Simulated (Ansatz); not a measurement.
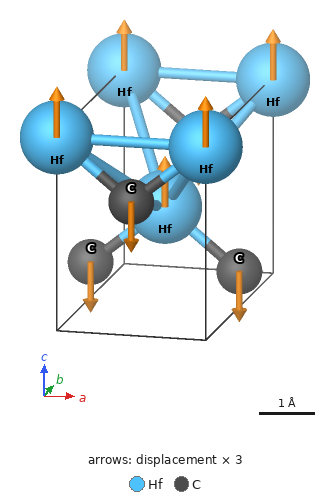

A relaxation of crystalline HfC (a generated structure, set up in Imm2). The starting structure is drawn; orange arrows show the displacements (the part carried along by the change of the cell is left out), 3 times their true length.

Style: ball-and-stick. Shown: the conventional cell (2 times the calculation's cell), slightly off an axis. Lengths and directions refer to the drawn axes.

The run lets cell and atoms move.

These are results of Kohn-Sham DFT of a periodic cell, HSE06, Ansatz PAW (Ansatz), not measurements.

Input file:
```yaml
crystal:
  lattice:
    - [-1.39667323, 2.49718051, 1.84733673]
    - [1.39667323, -2.49718051, 1.84733673]
    - [1.39667323, 2.49718051, -1.84733673]
  atoms:
    - { symbol: Hf, position: [0.98471183, 0.98471183, 0.0] }
    - { symbol: C, position: [0.67945483, 0.17945483, 0.5] }
hamiltonian:
  xc: hse06
  pseudopotentials: { kind: paw }
kpoints:
  mp_grid: { grid: [6, 6, 6] }
scf:
  occupations: { method: fermi_dirac, width: 0.05 }
output:
  forces: true
  stress: true
  eigenvalues: true
relax:
  f_tol: 0.01
  max_steps: 40
  cell: { stress_tol: 0.05 }
```

Q: Describe the change and its energy.

A: The largest moves relative to the cell, 0.32 Å, are those of Hf and C atoms. Largest moves by element: Hf 0.32 Å, C 0.32 Å. The volume changes by −3.0 %, with a 2.793 → 3.282 Å (+17.5 %), b 4.994 → 4.642 Å (−7.1 %), c 3.695 → 3.282 Å (−11.2 %). Near-neighbour distances that change, for instance: C–Hf 2.922 → 2.321 Å, C–Hf 1.795 → 2.321 Å, Hf–Hf 2.793 → 3.282 Å, Hf–Hf 3.695 → 3.282 Å. New bonds form, among them: C–Hf (2.92 → 2.32 Å). Bond angles that change, for instance: Hf–C–Hf 147.9° → 180.0°, Hf–C–Hf 102.2° → 90.0°, Hf–C–Hf 100.0° → 90.0°. The space group (tolerance 0.01 Å) goes from Imm2 (No. 44) to Fm-3m (No. 225). The energy falls by 2226 meV per atom in 8 accepted moves (10 points after the start). Largest force component: 12 eV/Å at the start, under 0.0001 eV/Å at the end. Pressure: 66.11 GPa at the start and 0.00 GPa at the end. The SCF was repeated twice at an unchanged geometry on a basis and grid sized afresh for the cell, which shifted the energy by 7.6 meV per atom at most.
